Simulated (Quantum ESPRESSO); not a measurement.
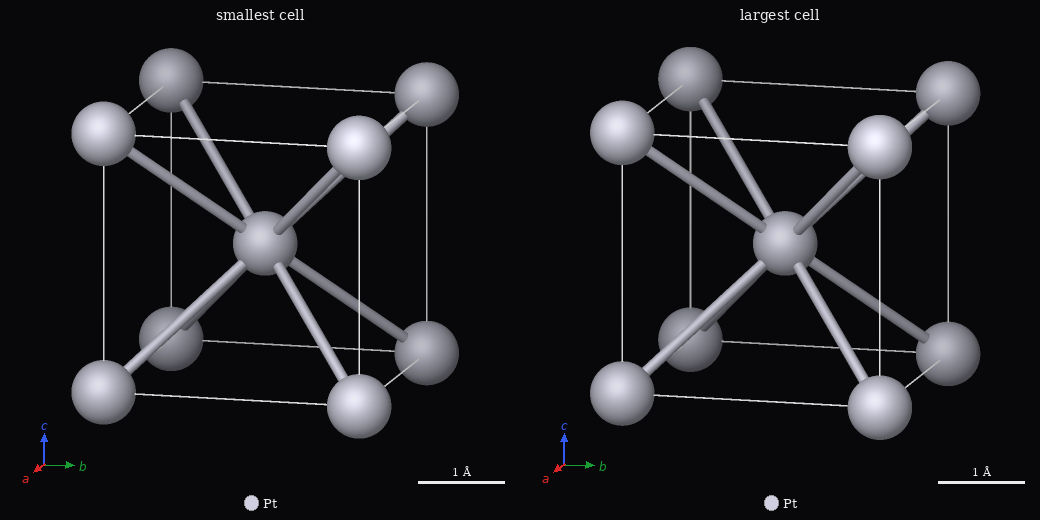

Pt, body-centred cubic (W type), space group Im-3m (No. 229), relaxed (cell and atoms, zero pressure) with five choices of dispersion term on top of PBEsol; the smallest and the largest of the relaxed conventional cells are drawn to one scale (sticks follow a distance rule). The start was a structure listed in the Materials Project. This isn't the form of Pt at room conditions, which is fcc.

Alike in all runs: Quantum ESPRESSO 7.5; functional PBEsol; potentials GBRV 1.5 PBEsol; cutoff 612 eV; k mesh 12 × 12 × 12 on the run's cell of 1 atom; occupations fermi-dirac, width 0.05 eV; no spin polarisation; no spin-orbit coupling. All runs are metallic.

```tsv
level	volume (Å³/atom)	a (Å)
D3(BJ)	14.85	3.097
none	15.14	3.117
D4	14.91	3.101
D3	14.87	3.099
rVV10	?	?
```

**Fill in the row of rVV10.**

Volume 14.77 Å³/atom; a 3.091 Å. That is the smallest volume of all.

**Order the levels by the relaxed volume, smallest first.**

rVV10 (14.77 Å³/atom), D3(BJ) (14.85 Å³/atom), D3 (14.87 Å³/atom), D4 (14.91 Å³/atom), none (15.14 Å³/atom). Rows within a few tenths of a per cent can't be told apart.

Caveat: pairwise dispersion terms can overbind metals strongly; spin-orbit coupling is left out, which matters for Pt, if less for volumes and forces than for levels.
